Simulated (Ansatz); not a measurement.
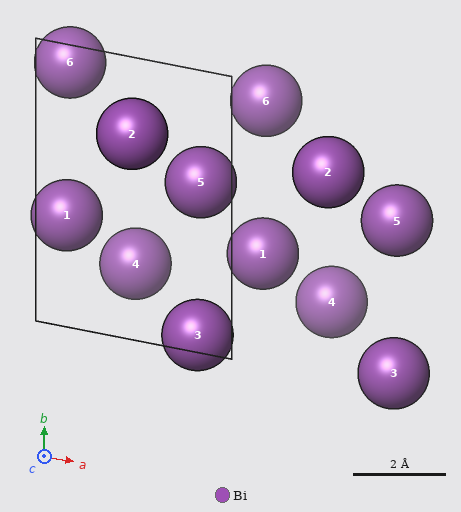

Starting structure of solid Bi (set up in C2/m). The picture is a spheres-only view of the reduced cell, repeated 2 × 1 × 1 with one cell outlined, seen along the c axis. Lengths and directions refer to the drawn axes.

Case: film's bulk on the substrate's plane, third vector and atoms relaxed.

Computed with Ansatz 0.2.0, DFT PBE+D3(BJ), scalar-relativistic, plane waves, PAW.

Input
```yaml
crystal:
  lattice:
    - [8.3531743411, 0.0, 0.0]
    - [-4.1765871706, 7.2340611817, 0.0]
    - [-2.7259845413, 0.1011637282, 3.5452854535]
  atoms:
    - { symbol: Bi, position: [0.39519354, 0.316154832, 0.237116124] }
    - { symbol: Bi, position: [0.7285268733, 0.9828214987, 0.237116124] }
    - { symbol: Bi, position: [0.0618602066, 0.6494881653, 0.237116124] }
    - { symbol: Bi, position: [0.2714731267, 0.0171785013, 0.762883876] }
    - { symbol: Bi, position: [0.60480646, 0.683845168, 0.762883876] }
    - { symbol: Bi, position: [0.9381397934, 0.3505118347, 0.762883876] }
basis:
  ecutwfc: 420
kpoints:
  mp_grid: { grid: [6, 6, 10] }
hamiltonian:
  xc: pbe
  dispersion: d3bj
scf:
  occupations: { method: gaussian, width: 0.1 }
output:
  forces: true
  stress: true
  eigenvalues: true
relax:
  adjacent_minimum: "off"
  f_tol: 0.01
  max_steps: 50
  cell: { fix: [a, b, gamma], stress_tol: 0.1 }
```

Launched with:
```bash
ansatz run input.yaml --threads 8 --pin off --max-ram 20480MiB --backend cpu --events-out ev --progress --plain --runs-dir out
```

Predict the outcome.

The largest moves relative to the cell, 0.093 Å, are those of Bi1, Bi2, Bi3, Bi4, Bi5 and Bi6. Bi6 goes along [1 −3 2]. The volume changes by −0.9 %, with a 4.473 → 4.525 Å (+1.2 %), b 6.652 → 6.526 Å (−1.9 %), c 8.096 → 8.150 Å (+0.7 %), α 111.8° → 111.6°, β 102.6° → 103.4°, γ 95.3° → 96.5°. Near-neighbour distances that change, for instance: Bi1–Bi6 3.510 → 3.281 Å, Bi1–Bi6 (another image) 3.160 → 3.278 Å, Bi1–Bi4 3.160 → 3.075 Å, Bi1–Bi4 (another image) 3.067 → 3.074 Å. Bond angles that change, for instance: Bi4–Bi1–Bi6 94.1° → 98.7°, Bi6–Bi1–Bi6 171.4° → 168.4°, Bi4–Bi1–Bi4 91.8° → 94.8°. The space group (tolerance 0.01 Å) goes from C2/m (No. 12) to C2/c (No. 15). Over 7 accepted moves (10 points after the start) the energy falls by 37.9 meV per cell of the calculation. The largest force component goes from 0.11 to 0.002 eV/Å. Pressure: −1.55 GPa at the start and −1.07 GPa at the end. The line search rejected the trial steps at points 6, 8 of the run. At 1 point the geometry stayed and the basis and grid were re-selected for the new cell (energy shift of 0.4 meV per cell of the calculation at most each time).

Step by step:

| step | E − E(0), meV/atom | largest force component, eV/Å | pressure, GPa | volume, Å³/atom | note |
| --- | --- | --- | --- | --- | --- |
| 0 | 0.00 | 0.1081 | -1.55 | 35.705 |  |
| 1 | -2.69 | 0.1270 | -1.02 | 35.437 |  |
| 2 | -3.98 | 0.0354 | -1.20 | 35.532 |  |
| 3 | -4.29 | 0.0299 | -1.21 | 35.538 |  |
| 4 | -5.15 | 0.0446 | -0.91 | 35.312 |  |
| 5 | -5.90 | 0.0545 | -1.00 | 35.161 |  |
| 6 | -5.11 | 0.0853 | -0.61 | 35.136 | rejected |
| 7 | -6.36 | 0.0024 | -1.05 | 35.362 |  |
| 8 | -6.26 | 0.0156 | -1.11 | 35.428 | rejected |
| 9 | -6.38 | 0.0020 | -1.07 | 35.375 |  |
| 10 | -6.32 | 0.0020 | -1.07 | 35.375 | same geometry, new basis |

After the run, drawn alike:

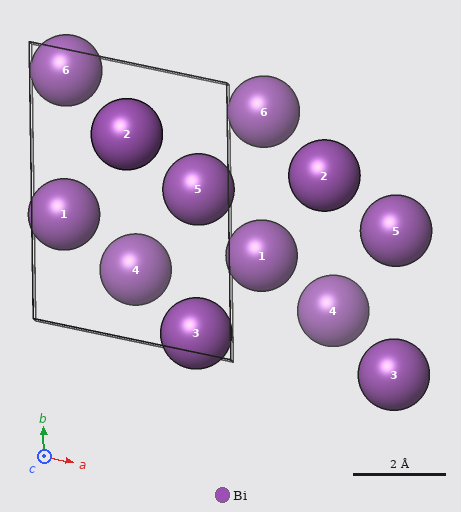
